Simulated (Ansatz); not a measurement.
Single-point calculation of GaN (part 1 of 2)

The run: single-point calculation of GaN (slab, 24 atoms in the cell). Method and program: DFT PBE, scalar-relativistic, plane waves, PAW, no spin polarisation (Ansatz 0.2.0).

The structure derives from an entry of the Crystallography Open Database. It belongs to a series of runs on one base structure; here: the substrate alone at its places in the stack. Figures and captions count atoms from 1; the log counts them from 0 in places.

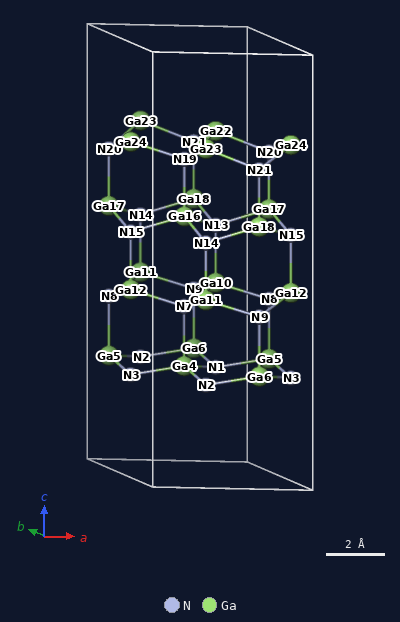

Figure 1. The structure as given in the input (ball-and-stick view of the cell of the calculation, with the vacuum cut short, seen slightly off an axis; atoms are numbered from 1 in the order of the input). Near neighbours in the crystal (not all of them lie inside the picture): N has 3 Ga at 1.89 Å; Ga has 4 N at 1.89 to 2.10 Å; N has 4 Ga at 1.94 to 2.10 Å; Ga has 3 N at 1.96 to 1.98 Å.

The input:
```yaml
crystal:
  lattice:
    - [5.5744824363, 0.0, 0.0]
    - [-2.7872412181, 4.8276434028, 0.0]
    - [0.0, 0.0, 30.7336341549]
  atoms:
    - { symbol: "N", position: [0.6666666667, 0.6666666667, 0.2546585229] }
    - { symbol: "N", position: [0.3333333333, 0.0, 0.2546560625] }
    - { symbol: "N", position: [0.0, 0.3333333333, 0.2544975556] }
    - { symbol: Ga, position: [0.3331929342, 0.3333316954, 0.2657393089] }
    - { symbol: Ga, position: [1.638e-06, 0.6665279055, 0.2657393089] }
    - { symbol: Ga, position: [0.6668054278, 0.0001403991, 0.2657393089] }
    - { symbol: "N", position: [0.3329165527, 0.3333229535, 0.3341110033] }
    - { symbol: "N", position: [1.03798e-05, 0.6662602659, 0.3341110033] }
    - { symbol: "N", position: [0.6670730675, 0.0004167806, 0.3341110033] }
    - { symbol: Ga, position: [0.6666666667, 0.6666666667, 0.3517875195] }
    - { symbol: Ga, position: [0.3333333333, 0.0, 0.3517952305] }
    - { symbol: Ga, position: [0.0, 0.3333333333, 0.3521387114] }
    - { symbol: "N", position: [0.6666666667, 0.6666666667, 0.4177665371] }
    - { symbol: "N", position: [0.3333333333, 0.0, 0.4177819414] }
    - { symbol: "N", position: [0.0, 0.3333333333, 0.4184388151] }
    - { symbol: Ga, position: [0.3351441015, 0.3333634361, 0.4373791103] }
    - { symbol: Ga, position: [-3.01028e-05, 0.6684473321, 0.4373791103] }
    - { symbol: Ga, position: [0.6648860013, -0.0018107682, 0.4373791103] }
    - { symbol: "N", position: [0.3353224935, 0.3333571141, 0.5029555123] }
    - { symbol: "N", position: [-2.37808e-05, 0.6686320461, 0.5029555123] }
    - { symbol: "N", position: [0.6647012872, -0.0019891602, 0.5029555123] }
    - { symbol: Ga, position: [0.6666666667, 0.6666666667, 0.5258213704] }
    - { symbol: Ga, position: [0.3333333333, 0.0, 0.5257834331] }
    - { symbol: Ga, position: [0.0, 0.3333333333, 0.5217979438] }
basis:
  ecutwfc: 420
kpoints:
  mp_grid: { grid: [9, 9, 1] }
hamiltonian:
  xc: pbe
scf:
  occupations: { method: gaussian, width: 0.1 }
output:
  forces: true
  stress: true
  eigenvalues: true
  write_density: true
  write_potential: true
  elf: true
  volumetric_format: npy
efield:
  axis: 3
  dipole_correction: true
  ramp_width: 0.04
```

Hardware: 8 threads of AMD EPYC (Zen 5), 64 GiB of memory available, shared host.

Command:
```bash
ansatz run input.yaml --threads 8 --pin off --max-ram 20480MiB --backend cpu --events-out ev --progress --plain --runs-dir out
```

Output:
```
Engine: ansatz 0.2.0, x86_64-unknown-linux-gnu
Pseudopotentials: kind: paw
Pseudopotential: N, paw, valence charge 5, recommended cutoff 420 eV (normal), N.paw.azcp
Pseudopotential: Ga, paw, valence charge 13, recommended cutoff 420 eV (normal), Ga.paw.azcp
Functional definition: PBE
  parameter kappa = 0.804
  parameter beta = 0.06672455060314922
  exchange = pbe_x(kappa = kappa, mu = beta*pi^2/3)
  correlation = pbe_c(beta = beta)
Crystal: 24 atoms, lattice volume = 827.092 Å³
Basis set: ecut = 420 eV, 16231 PW (Γ), exchange–correlation on 80×80×432 points (8 copies of the dense FFT grid, shifted against one another)
Bands: 132, of which v1, the nominal top of the filled ones, is band 108 counted from 1 (107 counted from 0)
Symmetry: 3 space group operations
Space group: P3 (ITA 143), of the structure as read, at distance tolerance 9.4e-5 Å
k-points: 15 of 81 (time reversal used)
Non-local potential: N, projectors of the file, l = 0: 2, l = 1: 2, l = 2: 1
Non-local potential: Ga, projectors of the file, l = 0: 2, l = 1: 2, l = 2: 3, l = 3: 1
PAW form: soft (Blöchl's): semilocal exchange-correlation on the pseudo side does not see the compensation charge
PAW one-centre angular grid: N, 110 points (default); XC on 64 Gauss nodes
PAW one-centre angular grid: Ga, 590 points (default); XC on 64 Gauss nodes
Initial density: superposition of atomic densities (neutral atoms: chi_scale 0, normalization atom), corrected by the library's trained network
Initial wavefunctions: pseudopotential atomic-orbital guess
Functional: x = pbe(κ = 0.804, μ = 0.2195149727645171), c = pbe(β = 0.06672455060314922)
SCF iter   1: F=—  HF=-50006.019983 eV  |F-HF|=—  |Δ(HF+E_count)|=         —  Δρ=4.89e-3  dr2=1.40e0  ethr=1.77e-3  p=0.394 e·Å  D=8.61e-2 V/Å  ΔV_dip=-2.65 eV  dr2_dipole=5.38e-1  V_vac-E_F(+/−)=3.59/6.24 eV  ⟨swp⟩=6.3  Hψ=8088  notcnv=0  defer=179
efield: sawtooth ramp at fractional position 0.8702 (placed from the atoms, in the widest stretch of the axis that holds none; the zero of the levels goes with the place), width 0.0400; the density the first Hamiltonian is built on has a dipole p = 0.394 e·Å; the dipole correction subtracts the counter field D = 8.61e-2 V/Å, which shifts the + side's vacuum level by -2.65 eV against the − side's; the planar-averaged density in the ramp window peaks in size at 8.6e-6 e/Å³
preconditioner: auto → LDOS  [metal: Δε(μ)=0.010 eV  Ē_g=15.329 eV  σ=0.100 eV  W_gap=0.06  n_scr=122 (ndim 8)  ℏωp=19.0 eV  f_vac=0.618  D(μ)=30.01/eV (n_scr^D=216)  β→1.0]
SCF iter   2: F=—  HF=-50005.985153 eV  |F-HF|=—  |Δ(HF+E_count)|=   3.48e-2  Δρ=2.30e-3  dr2=5.45e-2  ethr=6.47e-4  p=0.382 e·Å  D=8.35e-2 V/Å  ΔV_dip=-2.57 eV  dr2_dipole=2.48e-3  V_vac-E_F(+/−)=3.85/6.41 eV  ⟨swp⟩=2.0  Hψ=2363  notcnv=0  defer=244
SCF iter   3: F=—  HF=-50005.993649 eV  |F-HF|=—  |Δ(HF+E_count)|=   8.50e-3  Δρ=1.20e-3  dr2=1.91e-2  ethr=2.52e-5  p=0.367 e·Å  D=8.02e-2 V/Å  ΔV_dip=-2.47 eV  dr2_dipole=2.44e-3  V_vac-E_F(+/−)=3.93/6.40 eV  ⟨swp⟩=2.0  Hψ=3272  notcnv=0  defer=244
SCF iter   4: F=—  HF=-50005.997098 eV  |F-HF|=—  |Δ(HF+E_count)|=   3.45e-3  Δρ=1.19e-3  dr2=3.20e-2  ethr=8.85e-6  p=0.360 e·Å  D=7.87e-2 V/Å  ΔV_dip=-2.42 eV  dr2_dipole=9.80e-3  V_vac-E_F(+/−)=3.96/6.38 eV  ⟨swp⟩=2.0  Hψ=3404  notcnv=0  defer=244
SCF iter   5: F=—  HF=-50005.993862 eV  |F-HF|=—  |Δ(HF+E_count)|=   3.24e-3  Δρ=4.97e-4  dr2=2.88e-3  ethr=8.85e-6  p=0.353 e·Å  D=7.73e-2 V/Å  ΔV_dip=-2.38 eV  dr2_dipole=1.58e-5  V_vac-E_F(+/−)=3.98/6.36 eV  ⟨swp⟩=2.0  Hψ=3359  notcnv=0  defer=244
SCF iter   6: F=—  HF=-50005.993543 eV  |F-HF|=—  |Δ(HF+E_count)|=   3.19e-4  Δρ=2.68e-4  dr2=1.48e-3  ethr=1.33e-6  p=0.351 e·Å  D=7.67e-2 V/Å  ΔV_dip=-2.36 eV  dr2_dipole=5.16e-4  V_vac-E_F(+/−)=3.99/6.35 eV  ⟨swp⟩=2.0  Hψ=3424  notcnv=0  defer=242
SCF iter   7: F=—  HF=-50005.993564 eV  |F-HF|=—  |Δ(HF+E_count)|=   2.08e-5  Δρ=1.65e-4  dr2=4.32e-4  ethr=6.84e-7  p=0.353 e·Å  D=7.72e-2 V/Å  ΔV_dip=-2.37 eV  dr2_dipole=5.93e-7  V_vac-E_F(+/−)=3.97/6.34 eV  ⟨swp⟩=2.0  Hψ=3164  notcnv=0  defer=242
SCF iter   8: F=—  HF=-50005.993531 eV  |F-HF|=—  |Δ(HF+E_count)|=   3.31e-5  Δρ=1.19e-4  dr2=2.50e-4  ethr=2.00e-7  p=0.354 e·Å  D=7.75e-2 V/Å  ΔV_dip=-2.38 eV  dr2_dipole=3.56e-5  V_vac-E_F(+/−)=3.97/6.35 eV  ⟨swp⟩=2.0  Hψ=2635  notcnv=0  defer=242
SCF iter   9: F=—  HF=-50005.993544 eV  |F-HF|=—  |Δ(HF+E_count)|=   1.37e-5  Δρ=7.64e-5  dr2=1.23e-4  ethr=1.16e-7  p=0.356 e·Å  D=7.79e-2 V/Å  ΔV_dip=-2.39 eV  dr2_dipole=1.25e-6  V_vac-E_F(+/−)=3.95/6.35 eV  ⟨swp⟩=2.3  Hψ=2232  notcnv=0  defer=242
SCF iter  10: F=—  HF=-50005.993550 eV  |F-HF|=—  |Δ(HF+E_count)|=   5.55e-6  Δρ=5.20e-5  dr2=5.82e-5  ethr=5.72e-8  p=0.357 e·Å  D=7.82e-2 V/Å  ΔV_dip=-2.40 eV  dr2_dipole=4.67e-8  V_vac-E_F(+/−)=3.95/6.35 eV  ⟨swp⟩=2.0  Hψ=1766  notcnv=0  defer=242
SCF iter  11: F=—  HF=-50005.993833 eV  |F-HF|=—  |Δ(HF+E_count)|=   2.83e-4  Δρ=3.55e-5  dr2=4.15e-5  ethr=2.69e-8  p=0.358 e·Å  D=7.82e-2 V/Å  ΔV_dip=-2.40 eV  dr2_dipole=6.12e-6  V_vac-E_F(+/−)=3.94/6.35 eV  ⟨swp⟩=2.0  Hψ=2589  notcnv=0  defer=239
SCF iter  12: F=—  HF=-50005.993837 eV  |F-HF|=—  |Δ(HF+E_count)|=   4.30e-6  Δρ=1.84e-5  dr2=1.22e-5  ethr=1.92e-8  p=0.357 e·Å  D=7.82e-2 V/Å  ΔV_dip=-2.40 eV  dr2_dipole=2.51e-6  V_vac-E_F(+/−)=3.95/6.35 eV  ⟨swp⟩=2.5  Hψ=2862  notcnv=0  defer=239
SCF iter  13: F=—  HF=-50005.993839 eV  |F-HF|=—  |Δ(HF+E_count)|=   1.12e-6  Δρ=6.39e-6  dr2=2.16e-6  ethr=5.66e-9  p=0.357 e·Å  D=7.82e-2 V/Å  ΔV_dip=-2.40 eV  dr2_dipole=5.63e-7  V_vac-E_F(+/−)=3.95/6.35 eV  ⟨swp⟩=2.0  Hψ=2617  notcnv=0  defer=239
SCF iter  14: F=—  HF=-50005.993839 eV  |F-HF|=—  |Δ(HF+E_count)|=   4.55e-7  Δρ=4.14e-6  dr2=5.35e-7  ethr=9.98e-10  p=0.357 e·Å  D=7.81e-2 V/Å  ΔV_dip=-2.40 eV  dr2_dipole=1.35e-7  V_vac-E_F(+/−)=3.95/6.35 eV  ⟨swp⟩=2.0  Hψ=2208  notcnv=0  defer=239
SCF iter  15: F=-50005.993839 eV  HF=-50005.993839 eV  |F-HF|=2.31e-7  |Δ(HF+E_count)|=   2.18e-7  Δρ=1.98e-6  dr2=8.01e-8  ethr=4.63e-11  p=0.357 e·Å  D=7.81e-2 V/Å  ΔV_dip=-2.40 eV  dr2_dipole=4.94e-9  V_vac-E_F(+/−)=3.95/6.35 eV  ⟨swp⟩=23.3  Hψ=20546  notcnv=0
SCF 1 converged in 15 iterations: F = -50005.993839 eV  dr2 = 8.01e-8
  greatest PAW one-centre occupation: 0.995 electrons in one spin orbital (limit 2), on the Ga atom at site 23 (counted from 0), in its partial waves of l = 2
```

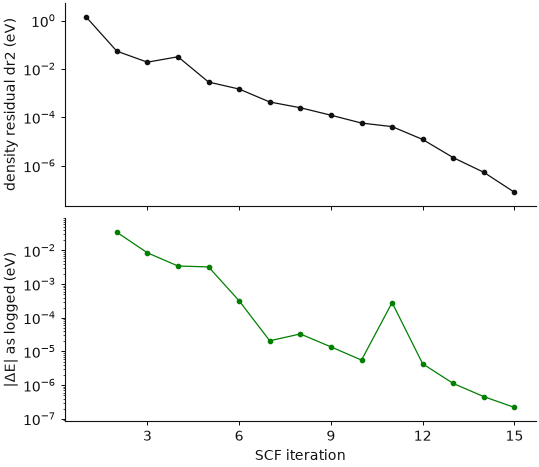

Figure 2. Convergence of the self-consistent field: density residual dr2 and size of the energy change against the SCF iteration. The residual falls almost steadily, with no more than small rises.

```
WARN: The output density's exchange-correlation potential varies sharply where the density is thin. Do not read a vacuum level from v_tot or v_xc, or from such a field of the output density. On a cell that repeats whose density bears no net charge and no dipole along the vacuum's axis use v_es (v_loc + v_h of the components); under efield.dipole_correction with no amplitude use v_es + v_field, which holds any external_charges[].barrier, or the levels of the report's work_function block, which leave it out; under a non-zero efield.amplitude the vacuum is tilted and has no level; on a cell that repeats and bears such a dipole with no correction it is tilted too, and efield.dipole_correction with no amplitude gives each side of its ramp a level where efield: is served; in a cell that repeats whose density bears a net charge (total_charge, or a fill off its count) it is curved and has none; of a slab under crystal.periodic whose density bears no net charge use v_es, which has a level on each side, short of where the two are joined; of another it falls or rises all the way out and has none; of a slab beside external_charges read slab_vacuum_level instead, which it has where they leave it neutral. The grid or the basis barely resolves most such structure, and the values can differ between equally converged runs; as a rule a tighter scf.convergence.dr2_threshold does not remove it. Where the density itself ripples (under the LDA too) a higher basis.ecutwfc lessens it. The files hold the spikes' plane waves up to the density's cutoff. Files: v_tot_of_output_density and the like, and their columns of v_z.tsv (output.write_potential); v_xc_of_output_density and the like, and their columns of v_comp_z.tsv (output.write_potential_components). Measured: with its Gaussian average of σ = 0.25 Å subtracted twice, the exchange-correlation potential is over 0.1 eV at 75 of the grid points where the equally averaged density (valence and model cores) is under 1e-3 e/Å³, and 0.243 eV at the most among them, at an averaged density of 3.0e-7 e/Å³. The input density's (outcome.potential() and, of a run that writes arrays, v_tot and v_xc) is over 0.1 eV, so measured, at 498 points of its own thin density, 0.251 eV at the most. See output.write_potential in the manual, Limitations
SCF converged after 15 iterations
Free energy (F): -50005.993839 eV
Harris-Foulkes:  -50005.993839 eV  (|F-HF|=2.31e-7)
Internal energy: -50005.850615 eV  (E = F + TS)
E sigma→0 (E₀):  -50005.922227 eV
Entropy (-TS):   -0.143224 eV (-5.968 meV/atom)
Fermi energy:    0.033258 eV
Dipole field:    D = 0.078096 V/Å  (p = 0.356959 e·Å, saw-weighted, corrected)
Work function:   Φ+ = 3.9489 eV   Φ− = 6.3490 eV
Levels:          The Fermi level and band energies are counted from a zero that moves with the ramp; work functions are not
--- Per-component energies (eV) ---
  E_band       = -2283.640279
  E_kinetic    = 2943.630289
  E_local      = -380501.133877  (includes V_loc(G=0)·N_el)
  E_nonlocal   = 5688.673056
  E_hartree    = 188208.720957
  E_xc         = -1535.835232
  E_vxc        = -1595.730424  (∫ρ·V_xc dr)
  E_paw        = -25436.260922  (= ΣΔE_a)
  E_vpaw       = -5236.687508  (= ΣTr[D̂ρ^β])
  E_aug_tail   = 0.000124  (compensation charges beyond the density's cutoff)
  E_efield     = 0.013938  (sawtooth field / dipole correction)
  E_vefield    = 0.098000  (∫n·V_field dr)
  E_ewald      = 160626.341050
  E_smearing   = -0.143224  (= −TS)
  E_closure    = -0.000000  (closes the sum)
  Σ components = -50005.993839   (vs F -50005.993839, Δ=0.00e0)
--- Forces (eV/Å), atoms counted from 1 ---
  atom   1  N      0.00000000     0.00000000     0.02588119
  atom   2  N      0.00000000     0.00000000     0.02578304
  atom   3  N      0.00000000     0.00000000     0.02411939
  atom   4  Ga    -0.00237553    -0.00010653    -0.14774352
  atom   5  Ga     0.00128003    -0.00200400    -0.14774352
  atom   6  Ga     0.00109551     0.00211054    -0.14774352
  atom   7  N      0.00278510     0.00023417     0.32751947
  atom   8  N     -0.00159534     0.00229488     0.32751947
  atom   9  N     -0.00118976    -0.00252905     0.32751947
  atom  10  Ga    -0.00000000     0.00000000    -0.40568991
  atom  11  Ga    -0.00000000     0.00000000    -0.40478963
  atom  12  Ga    -0.00000000     0.00000000    -0.37937661
  atom  13  N      0.00000000     0.00000000     0.51433586
  atom  14  N      0.00000000    -0.00000000     0.51135825
  atom  15  N      0.00000000     0.00000000     0.44595343
  atom  16  Ga    -0.07851273    -0.00143961    -0.65029980
  atom  17  Ga     0.04050311    -0.06727421    -0.65029980
  atom  18  Ga     0.03800962     0.06871382    -0.65029980
  atom  19  N     -0.17488833    -0.00143826     0.97552805
  atom  20  N      0.08868974    -0.15073860     0.97552805
  atom  21  N      0.08619859     0.15217687     0.97552805
  atom  22  Ga    -0.00000000    -0.00000000    -0.43149516
  atom  23  Ga    -0.00000000     0.00000000    -0.43762553
  atom  24  Ga    -0.00000000     0.00000000    -1.00344204
  max |Σ_I F_I| component: 2.49e-5 eV/Å
--- Stress (GPa, compression-positive) ---
        0.711363      -0.000000       0.000000
        0.000000       0.711363      -0.000000
        0.000000       0.000000       0.382233
  P = ⅓ Tr σ = 0.6017 GPa (6.017 kbar)
--- Band table (eV; the first three rows and the last of 15) ---
```
